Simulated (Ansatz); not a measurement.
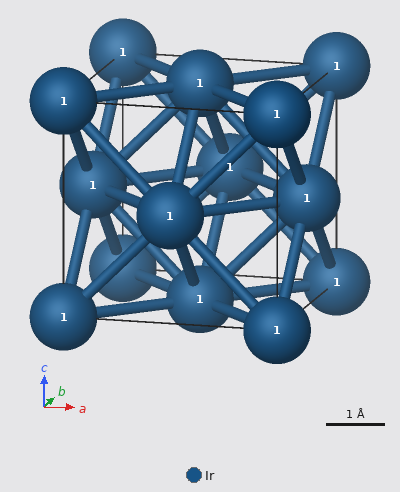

**Figure 1.** The structure (ball-and-stick view of the cell 4 times as large as that of the calculation, set on its symmetry axes, seen slightly off an axis; atoms are numbered from 1 in the order of the input). Near neighbours in the crystal (not all of them lie inside the picture): Ir has 12 Ir at 2.72 Å.

Single-point calculation of Ir

The run: single-point calculation of Ir (Fm-3m, 1 atom in the cell). Method and program: DFT, r2SCAN, plane waves, PAW, Ueff = 20 eV on Ir d, no spin polarisation (Ansatz 0.2.0).

The structure derives from a Materials Project entry. Some settings of this run were made unusual or wrong on purpose. Figures and captions count atoms from 1; the log counts them from 0 in places.

### Log
```
Ir: projections on atomic orbitals take those of the free atom [Kr 4d10 4f14] 5s2 5p6 5d7 6s2, of charge +0.00 (hamiltonian.pseudopotentials.projection_atoms); the dataset's partial waves leave at most 8.4e-5 of an orbital's norm unspanned inside its sphere
Engine: ansatz 0.2.0, x86_64-unknown-linux-gnu
Pseudopotentials: kind: paw
Pseudopotential: Ir, paw, valence charge 17, recommended cutoff 500 eV (meta_gga), Ir.paw.azcp
Functional definition: r2SCAN
  parameter k0 = 0.174
  parameter k1 = 0.065
  parameter a1 = 4.9479
  exchange = r2scan_x(k0 = k0, k1 = k1, a1 = a1)
  correlation = r2scan_c
Crystal: 1 atoms, lattice volume = 14.202 Å³
Basis set: ecut = 500 eV, 339 PW (Γ), exchange–correlation on 80×80×80 points (64 copies of the dense FFT grid, shifted against one another)
Bands: 13, of which v1, the nominal top of the filled ones, is band 9 counted from 1 (8 counted from 0)
Symmetry: 48 space group operations
Space group: Fm-3m (ITA 225), of the structure as read, at distance tolerance 2.4e-5 Å
k-points: 195 of 5832
Non-local potential: Ir, projectors of the file, l = 0: 3, l = 1: 2, l = 2: 2, l = 3: 1
PAW form: soft (Blöchl's): semilocal exchange-correlation on the pseudo side does not see the compensation charge
PAW frozen core: Ir, regenerated for the run's functional (the file was generated under x = pbe(κ = 0.804, μ = 0.2195149727645171), c = pbe(β = 0.06672455060314922))
PAW one-centre angular grid: Ir, 590 points (default); XC on 160 Gauss nodes
Initial density: superposition of atomic densities (chi_scale 0.1, normalization cell)
Initial wavefunctions: pseudopotential atomic-orbital guess
Functional: x = r2scan, c = r2scan; τ floored in thin density (d = 2e-4 eV/Å³)
iter 1 solved again at ethr=4.12e-4 eV; its pass at ethr=3.10e-3 eV (dr2=7.00e-2 eV) is discarded
SCF iter   1: F=—  HF=-11931.772382 eV  |F-HF|=—  |Δ(HF+E_count)|=         —  Δρ=3.44e-2  dr2=6.93e-2  dr2_τ=6.49e-2  ethr=4.12e-4  ⟨swp⟩=1.0  Hψ=17620  notcnv=0
preconditioner: auto → none  [metal: Δε(μ)=0.017 eV  Ē_g=17.490 eV  σ=0.100 eV  W_gap=0.09  n_scr=0 (ndim 8)  ℏωp=29.6 eV  f_vac=0.000  D(μ)=0.99/eV (n_scr^D=14)]
SCF iter   2: F=—  HF=-11933.142051 eV  |F-HF|=—  |Δ(HF+E_count)|=    1.37e0  Δρ=3.60e-2  dr2=6.40e-2  dr2_τ=5.31e-3  ethr=4.07e-4  ⟨swp⟩=2.4  Hψ=4283  notcnv=0
SCF iter   3: F=—  HF=-11934.238794 eV  |F-HF|=—  |Δ(HF+E_count)|=    1.10e0  Δρ=1.22e-2  dr2=1.38e-2  dr2_τ=3.46e-3  ethr=3.76e-4  ⟨swp⟩=2.2  Hψ=6062  notcnv=0  defer=85
SCF iter   4: F=—  HF=-11934.248374 eV  |F-HF|=—  |Δ(HF+E_count)|=   9.58e-3  Δρ=8.59e-3  dr2=6.38e-3  dr2_τ=2.34e-3  ethr=8.12e-5  ⟨swp⟩=2.0  Hψ=6355  notcnv=0  defer=82
SCF iter   5: F=—  HF=-11934.255302 eV  |F-HF|=—  |Δ(HF+E_count)|=   6.93e-3  Δρ=2.95e-3  dr2=2.26e-4  dr2_τ=4.89e-5  ethr=3.76e-5  ⟨swp⟩=2.2  Hψ=3640  notcnv=0  defer=82
SCF iter   6: F=—  HF=-11934.257672 eV  |F-HF|=—  |Δ(HF+E_count)|=   2.37e-3  Δρ=1.42e-3  dr2=6.20e-5  dr2_τ=1.60e-5  ethr=1.33e-6  ⟨swp⟩=2.4  Hψ=5308  notcnv=0  defer=82
SCF iter   7: F=—  HF=-11934.258409 eV  |F-HF|=—  |Δ(HF+E_count)|=   7.37e-4  Δρ=4.04e-4  dr2=4.84e-6  dr2_τ=2.71e-7  ethr=3.65e-7  ⟨swp⟩=1.9  Hψ=3267  notcnv=0  defer=81
SCF iter   8: F=—  HF=-11934.258471 eV  |F-HF|=—  |Δ(HF+E_count)|=   6.16e-5  Δρ=5.09e-5  dr2=8.95e-8  dr2_τ=5.70e-9  ethr=5.88e-10  ⟨swp⟩=5.0  Hψ=11034  notcnv=0
SCF iter   9: F=-11934.258472 eV  HF=-11934.258472 eV  |F-HF|=1.57e-8  |Δ(HF+E_count)|=   1.01e-6  Δρ=7.07e-6  dr2=1.70e-9  dr2_τ=1.16e-10  ethr=5.27e-10  ⟨swp⟩=3.8  Hψ=7244  notcnv=0
SCF 1 converged in 9 iterations: F = -11934.258472 eV  dr2 = 1.70e-9
  greatest PAW one-centre occupation: 1.006 electrons in one spin orbital (limit 2), on the Ir atom at site 0 (counted from 0), in its partial waves of l = 1
```

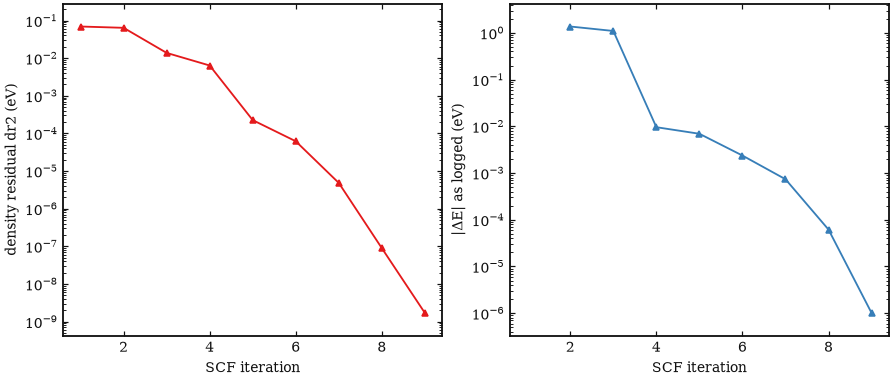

**Figure 2.** Convergence of the self-consistent field: density residual dr2 and size of the energy change against the SCF iteration. The residual falls at every step.

```
SCF converged after 9 iterations
Free energy (F): -11934.258472 eV
Harris-Foulkes:  -11934.258472 eV  (|F-HF|=1.57e-8)
Internal energy: -11934.254677 eV  (E = F + TS)
E sigma→0 (E₀):  -11934.256574 eV
Entropy (-TS):   -0.003795 eV (-3.795 meV/atom)
Fermi energy:    21.126098 eV
--- Per-component energies (eV) ---
  E_band       = -140.624600
  E_kinetic    = 635.949482
  E_local      = -1100.012913  (includes V_loc(G=0)·N_el)
  E_nonlocal   = 77.829320
  E_hartree    = 430.415777
  E_xc         = -256.716096
  E_vxc        = -334.941026  (∫ρ·V_xc dr)
  E_hubbard    = 12.711294  (on-site DFT+U / exact-exchange correction)
  E_vhub       = -57.686850  (the Hubbard potential's part of the band-sum identity)
  E_paw        = -9252.453471  (= ΣΔE_a)
  E_vpaw       = -243.271392  (= ΣTr[D̂ρ^β])
  E_aug_tail   = -0.000018  (compensation charges beyond the density's cutoff)
  E_vtau       = 20.676585  (kinetic-family band-sum trace: ∫τ·v_τ [+ j·A + Jᵃ·Aᵃ] dr)
  E_ewald      = -2481.661158
  E_core_change = -0.316894  (= ΣΔE_core)
  E_smearing   = -0.003795  (= −TS)
  E_closure    = -0.000000  (closes the sum)
  Σ components = -11934.258472   (vs F -11934.258472, Δ=0.00e0)
--- Forces (eV/Å), atoms counted from 1 ---
  atom   1  Ir    -0.00000000    -0.00000000    -0.00000000
  max |Σ_I F_I| component: 3.29e-32 eV/Å
--- Stress (GPa, compression-positive) ---
       11.748376       0.000000      -0.000000
        0.000000      11.748376      -0.000000
        0.000000      -0.000000      11.748376
  P = ⅓ Tr σ = 11.7484 GPa (117.484 kbar)
--- Band table (eV; the first three rows and the last of 195) ---
  k-point 0: bands = ["-67.8399", "-23.8809", "-23.8809", "-23.8809", "14.3177", "15.5574", "15.5574", "17.5066", "17.5066", "17.5066", "39.6708", "45.5449", "45.5449"]
  k-point 1: bands = ["-67.8376", "-23.9097", "-23.8849", "-23.8849", "14.4599", "15.5116", "15.5116", "17.4285", "17.5751", "17.5751", "39.9265", "44.8965", "45.7867"]
  k-point 2: bands = ["-67.8316", "-23.9919", "-23.8964", "-23.8964", "14.8292", "15.3639", "15.3639", "17.2713", "17.8003", "17.8003", "40.6308", "43.5614", "46.4931"]
  k-point 194: bands = ["-67.7536", "-24.5487", "-24.4573", "-24.2967", "10.2445", "15.4227", "15.9141", "17.1110", "23.2836", "34.0198", "34.5374", "35.9118", "39.9083"]
Occupation matrices written to [file]
```

The run was set up as follows.

### Input
```yaml
crystal:
  lattice:
    - [0.0, 1.9220887788, 1.9220887788]
    - [1.9220887788, 0.0, 1.9220887788]
    - [1.9220887788, 1.9220887788, 0.0]
  atoms:
    - { symbol: Ir, position: [0.0, 0.0, 0.0] }
basis:
  ecutwfc: 500
kpoints:
  mp_grid: { grid: [18, 18, 18] }
hamiltonian:
  xc: r2scan
  hubbard: { sites: [{ species: Ir, l: d, u_eff: 20.0 }] }
scf:
  occupations: { method: gaussian, width: 0.1 }
  max_iter: 100
output:
  forces: true
  eigenvalues: true
  stress: true
```

Command:
```bash
ansatz run input.yaml --threads 8 --pin off --max-ram 20480MiB --backend cpu --events-out ev --progress --plain --runs-dir out
```

### Outcome

- outcome: converged
- space group (tolerance 0.01 Å): Fm-3m (225)
- electrons treated: 17
- free energy: −11934.2585 eV
- Fermi energy: 21.126 eV
- gap on the k-point mesh: none (metallic)
- pressure: 11.75 GPa
- largest force (length of the vector): under 0.001 eV/Å
- hardware: 8 threads of Intel Xeon @ 2.70GHz, 189 GiB of memory available, shared host
- wall time: 2.4 s (CPU time 11 s)
- peak memory: 0.4 GiB

### What went wrong

A setting was made wrong on purpose: an enormous or negative U (`hamiltonian.hubbard`). Such a U drives the occupations to unphysical values. The program still converged, but the numbers can't be taken as results for the intended system.
